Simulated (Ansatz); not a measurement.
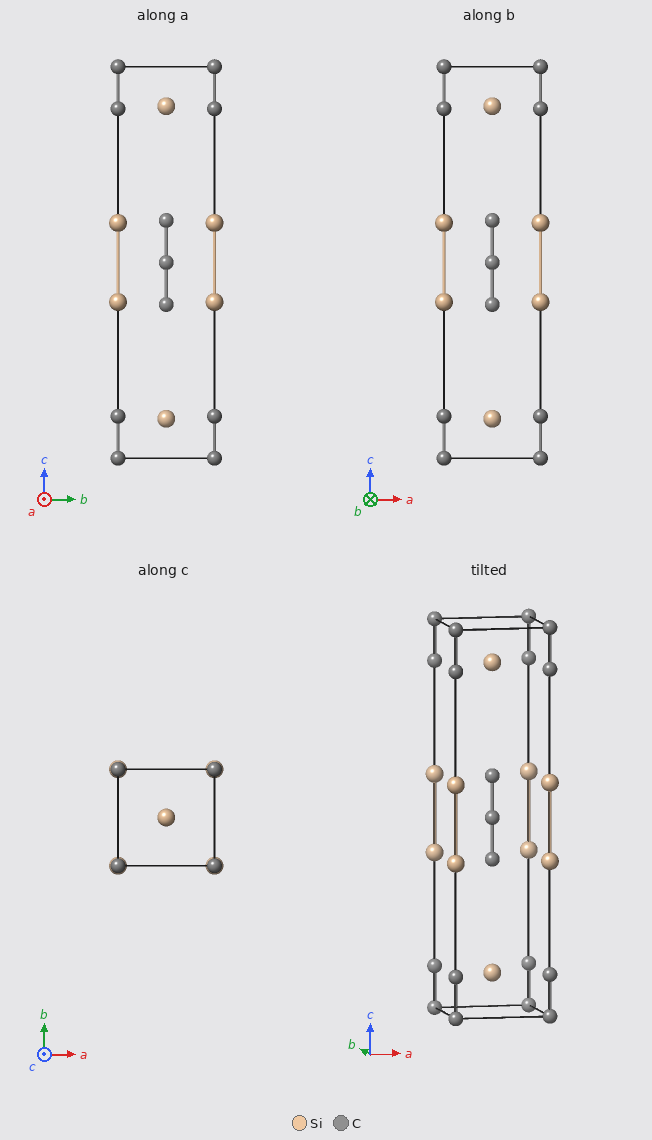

A ball-and-stick rendering, viewed along the a axis, along the b axis, along the c axis and slightly off an axis. Lines trace the edges of the conventional unit cell.

Lattice parameters: a = 3.107 Å, b = 3.107 Å, c = 12.610 Å, α = 90.00°, β = 90.00°, γ = 90.00°. Put a along x and b in the xy plane.

Question: Turn the picture into a POSCAR file, with free fractional coordinates to two decimals.

Answer:
```
Si C
1.0
     3.107    0.000    0.000
     0.000    3.107    0.000
     0.000    0.000   12.610
Si C
4 6
Direct
  0.50 0.50 0.10
  0.00 0.00 0.40
  0.00 0.00 0.60
  0.50 0.50 0.90
  0.00 0.00 0.11
  0.00 0.00 0.00
  0.50 0.50 0.39
  0.50 0.50 0.61
  0.50 0.50 0.50
  0.00 0.00 0.89
```

The model was built from a structure type filled with these elements by a generator (whether the compound takes this form wasn't checked). It is drawn as it came out of a relaxation with Ansatz 0.2.0, DFT PBE, scalar-relativistic, plane waves, PAW.
